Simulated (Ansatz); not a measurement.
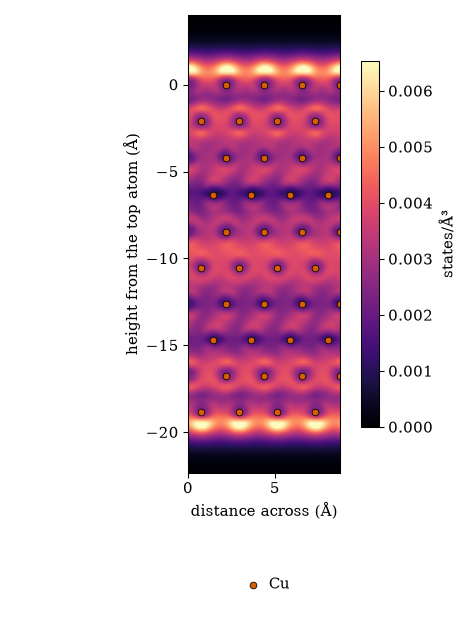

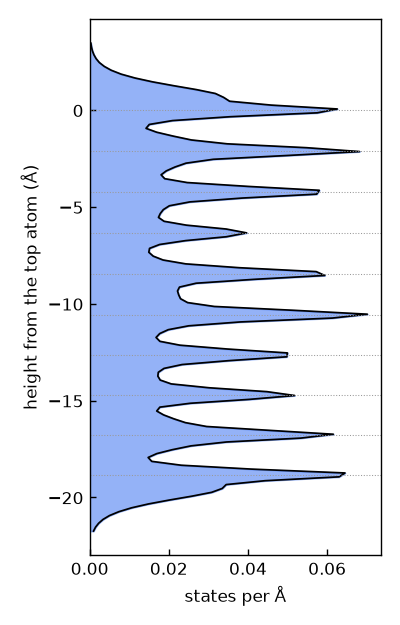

Density of all states between 0.00 and +0.25 eV (zero: the Fermi level) of Cu(001) (P6_3/mmc bulk, the cell from a database of computed structures, not from a measurement, 10 atomic planes (those closer than 0.6 Å count as one), 19 Å): side view, averaged along the second cell vector, and the full density summed over planes, the part near the nuclei included (dotted lines mark the atomic planes).

The first picture shows the smooth PAW orbitals' density alone, which lacks about 41 % of these states' charge, near the nuclei; the shares below count all of it.

Computed with DFT PBE, scalar-relativistic, plane waves, PAW in Ansatz 0.2.0. Cutoff 420 eV, 24 × 24 k-points, Gaussian smearing 0.1 eV, dipole correction. The slab is a cut without reconstruction beyond its cell, at the source's lattice constants, with its lower half held fixed and the rest relaxed. This isn't the element's usual fcc form. No spin polarisation. The run couldn't confirm all of its levels under its output density. The run warns that the functional's potential is rough in the thin density of the vacuum, where the tip is; weak contrasts and barriers may feel it.

Where in the slab do these states sit?

Answer. The window holds 0.7 states per cell. Shares by plane (space cut midway between planes), top to bottom: Cu 13 %, Cu 11 %, Cu 9 %, Cu 7 %, Cu 10 %, Cu 11 %, Cu 8 %, Cu 8 %, Cu 10 %, Cu 13 %; the outer planes' shares include the vacuum, and density in a gap between layers is shared out between the planes on either side. The outer planes of both faces hold more than their share.
